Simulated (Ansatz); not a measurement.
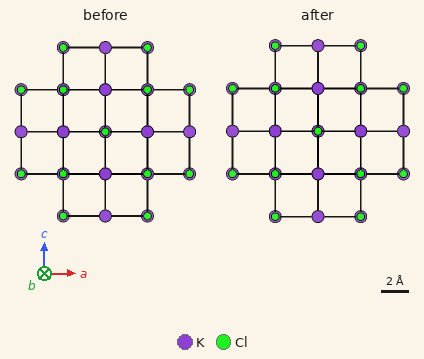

The structure of a crystal of KCl (set up in Fm-3m) before (left) and after (right) a relaxation, at one scale.

Style: ball-and-stick. Shown: the conventional cell (4 times the calculation's cell), along the b axis. Lengths and directions refer to the drawn axes.

These are results of DFT PBE, scalar-relativistic, plane waves, PAW in Ansatz 0.2.0, not measurements.

The input:
```yaml
crystal:
  lattice:
    - [0.0, 3.1418713, 3.1418713]
    - [3.1418713, 0.0, 3.1418713]
    - [3.1418713, 3.1418713, 0.0]
  atoms:
    - { symbol: K, position: [0.0, 0.0, 0.0] }
    - { symbol: Cl, position: [0.5, 0.5, 0.5] }
basis:
  ecutwfc: 420
kpoints:
  mp_grid: { grid: [6, 6, 6] }
hamiltonian:
  xc: pbe
scf:
  occupations: { method: gaussian, width: 0.02 }
output:
  forces: true
  stress: true
  eigenvalues: true
relax:
  adjacent_minimum: "off"
  f_tol: 0.005
  max_steps: 80
  cell: { stress_tol: 0.05 }
```

Command:
```bash
ansatz run input.yaml --threads 4 --pin off --max-ram 8192MiB --backend cpu --events-out ev --progress --plain --runs-dir out
```

Question: What changed between the two?

Answer: The atoms keep their places relative to the cell (all moves are under 0.005 Å). The volume changes by +4.6 %, with a = b = c 6.284 → 6.378 Å (+1.5 %). Among the contacts that change: K1–Cl2 3.142 → 3.189 Å. The space group stays Fm-3m (No. 225). After 2 accepted moves (3 points after the start) the energy has fallen by 3.7 meV per atom. All forces vanish by symmetry, so only the cell relaxes. The pressure goes from 0.84 to 0.03 GPa. The SCF was repeated once at an unchanged geometry on a basis and grid sized afresh for the cell, which shifted the energy by less than 0.05 meV per atom at most. The run took 1.2 s on 4 threads of Arm Neoverse V2 (shared host), peak memory 0.12 GiB.
